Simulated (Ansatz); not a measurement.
NaF

Input

```
crystal:
  lattice:
    - [3.91428461, 0.0, 0.0]
    - [0.0, 3.91428461, 0.0]
    - [0.0, 0.0, 5.53563438]
  atoms:
    - { symbol: Na, position: [0.0, 0.5, 0.0] }
    - { symbol: Na, position: [0.5, 0.0, 0.5] }
    - { symbol: F, position: [0.5, 0.5, 0.25] }
    - { symbol: F, position: [0.5, 0.5, 0.75] }
basis:
  ecutwfc: 420
kpoints:
  mp_grid: { grid: [6, 6, 4] }
hamiltonian:
  xc: pbe
scf:
  occupations: { method: gaussian, width: 0.02 }
output:
  forces: true
  stress: true
  eigenvalues: true
  write_density: true
  write_potential: true
  elf: true
  volumetric_format: npy
relax:
  adjacent_minimum: "off"
  f_tol: 0.01
  max_steps: 80
  cell: { stress_tol: 0.05 }
```

Command:

```sh
ansatz run input.yaml --threads 1 --pin off --max-ram 2048MiB --backend cpu --events-out ev --progress --plain --runs-dir out
```

Below, planes, directions and counts refer to the conventional cell (a = 3.33 Å, b = 3.33 Å, c = 6.04 Å, α = 90.00°, β = 90.00°, γ = 90.00°).

The fields are those of the run's last geometry, not of the input's.

Space group P4₂/mmc; a structure generated by program, which may or may not match a known phase.

Computed with DFT PBE, scalar-relativistic, plane waves, PAW in Ansatz.

Core electrons are frozen (PAW), and the valence fields are smoothed inside the atomic spheres.

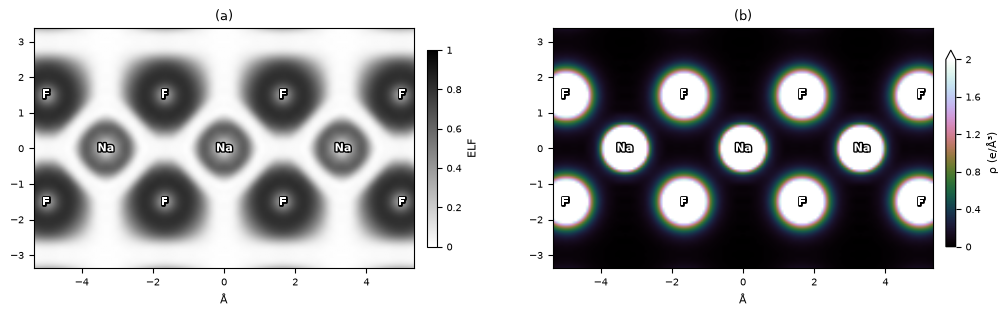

Figure 1. (a) electron localisation function; (b) valence pseudo-density on the (100) plane of the conventional cell.

Question: What do the fields say about this system?

Answer: Atoms in the plane: Na and F.
Na–F (2.25 Å): ρ at the midpoint is about 0.18 e/Å³; the ELF is about 0.05 at the midpoint (a largely ionic contact).
Between the atoms the lowest density in this plane is 0.003 e/Å³.
The features right at Na lie inside the PAW spheres, where the map follows smoothed inner orbitals and isn't to be read closely.

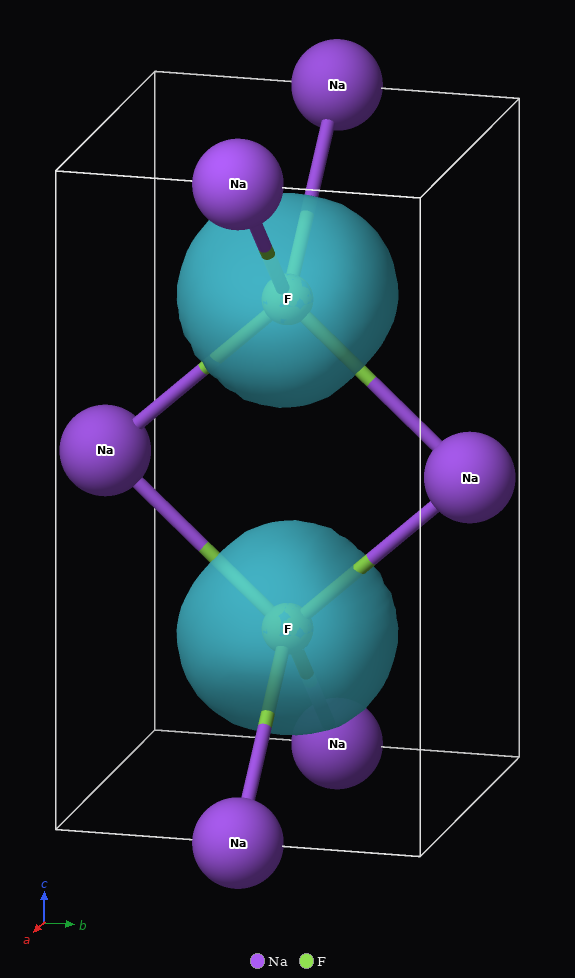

Figure 2. Isosurface of the ELF at 0.6 (cyan), seen slightly off an axis. Core shells and regions of very low density are left out. Sticks mark near contacts.

Question: What do the ELF domains correspond to?

Answer: The ELF exceeds this value in two regions wrapped around F (the valence shell of each), counted in one cell of 4 atoms. Any copies at cell faces, edges or corners count once.

Question: Metal or insulator at this level of theory?

Answer: It is gapped, with a Kohn–Sham gap of 4.7 eV on the k-point mesh (the band edges may lie off the mesh, which would make the gap smaller).
